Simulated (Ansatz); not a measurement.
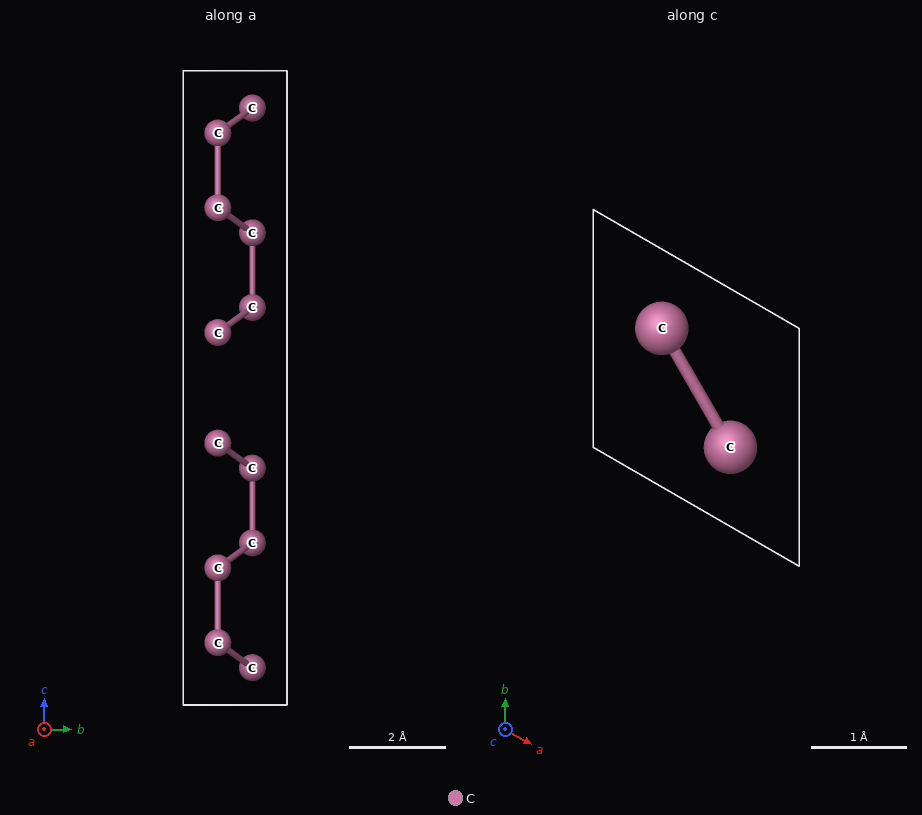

Shown here is a ball-and-stick view of the crystal, taken along the a axis and along the c axis. Lines trace the edges of the conventional unit cell.

C, space group P-6m2 (No. 187), a = 2.50 Å, b = 2.50 Å, c = 13.26 Å, α = 90.00°, β = 90.00°, γ = 120.00°.

Calculation details: Ansatz 0.2.0, DFT r2SCAN, scalar-relativistic, plane waves, PAW; E_cut = 500 eV, k-points about 0.29 Å⁻¹ apart, Gaussian smearing of 0.05 eV, no spin polarisation.

Question: Predict the gap.

Answer: A semiconductor at this level, with a gap of 2.25 eV on the k-mesh (the true edges may lie between mesh points, so the gap can be somewhat smaller).

Question: Which way would the volume go on relaxing?

Answer: The computed pressure is -7.6 GPa (stretched: it would shrink). The stress isn't hydrostatic: its largest component is 22.2 GPa.

The model was built from an entry, possibly a prediction, of the Crystallography Open Database. The cell was then strained or its atoms displaced on purpose. It went into a calculation with Ansatz.

At this level of theory the run's own cell isn't at rest (stretched, at -8 GPa and forces up to 3.2 eV/Å), so its distances can differ from those at equilibrium, the more so the softer the solid.
